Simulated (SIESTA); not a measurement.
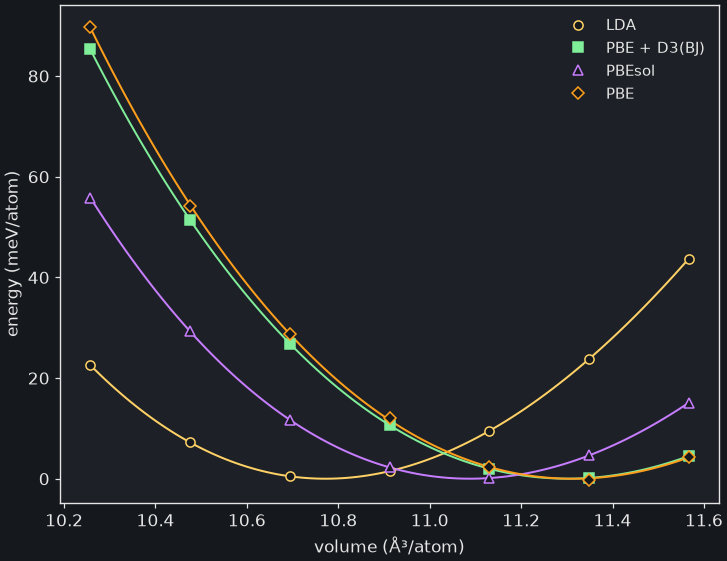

Figure. Energy against volume, with one curve for each functional, for HfO₂ (space group P4_2/nmc).

Settings that differ: LDA: potentials PseudoDojo-0.4-standard,-converted-to PSML,-two-zetas-on-semicore-shells; PBE + D3(BJ): potentials PseudoDojo-0.4-standard,-converted-to PSML,-two-zetas-on-semicore-shells; PBEsol: potentials PseudoDojo-0.4-standard,-converted-to PSML,-two-zetas-on-semicore-shells; PBE: potentials SG15-1.2,-converted-to-PSML,-two-zetas-o semicore-shells-or-PseudoDojo-by-element.

The fitted equilibrium volumes, smallest first, are LDA 10.772, PBEsol 11.088, PBE + D3(BJ) 11.301, PBE 11.313 Å³/atom. The fitted bulk moduli, smallest first, are PBE + D3(BJ) 239.9, PBE 247.3, PBEsol 251.5, LDA 270.3 GPa.

How it was computed, with SIESTA 5.4.2: DFT in numerical atomic orbitals with pseudopotentials, no spin polarisation; energies at scaled volumes of the given cell, shape and fractions fixed, counted from the fit's minimum, third-order Birch-Murnaghan fit. All runs: no spin polarisation.

```json
{"setting": "k mesh", "value": "6×6×4"}
{"setting": "occupations", "value": "Fermi–Dirac"}
{"setting": "smearing width", "value": "0.05 eV"}
```

Note: mulliken charges of long orbitals (LDA, PBEsol); short basis over semicore shells (LDA, PBE + D3(BJ), PBEsol); shape and atomic fractions are frozen while scaling, which makes layered, chain and framework solids too stiff.
